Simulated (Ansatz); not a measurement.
Start from this file.

```
CELL_PARAMETERS angstrom
3.32068 0.00000 0.00000
-1.66034 2.87579 0.00000
0.00000 0.00000 38.77010
ATOMIC_POSITIONS crystal
W 0.66667 0.33333 0.40171
W 0.66667 0.33333 0.79464
W 0.33333 0.66667 0.20536
W 0.33333 0.66667 0.59829
Se 0.33333 0.66667 0.44500
Se 0.33333 0.66667 0.83792
Se 0.66667 0.33333 0.24865
Se 0.66667 0.33333 0.64158
Se 0.33333 0.66667 0.35842
Se 0.33333 0.66667 0.75135
Se 0.66667 0.33333 0.16208
Se 0.66667 0.33333 0.55500
```

Characterise the structure given above.

Composition: WSe2. Cell content 4 W, 8 Se; Z = 4. W is linked to six Se in a trigonal prismatic arrangement at 2.55 Å. Each Se atom is coordinated by three W in a trigonal pyramidal arrangement at 2.55 Å. Not all metal-metal contacts are counted. The bonds build WSe2 layers parallel to (001).

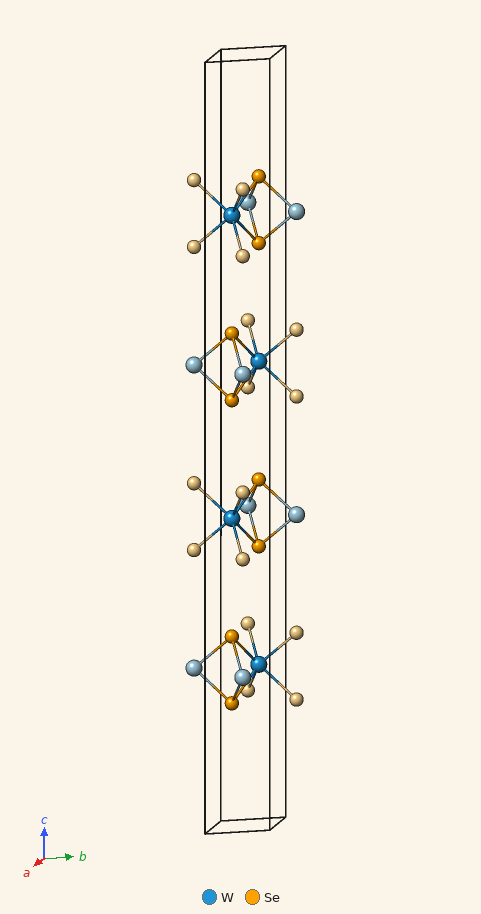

Ball-and-stick representation of a periodic structure, projected slightly off an axis. The simulation cell is drawn as a box. Bonds that leave the box are completed with the atoms at their other ends, in fainter colours.

The cell started as a structure listed in the Materials Project. The picture shows the end point of a geometry optimisation with Ansatz, DFT PBE, scalar-relativistic, plane waves, PAW.
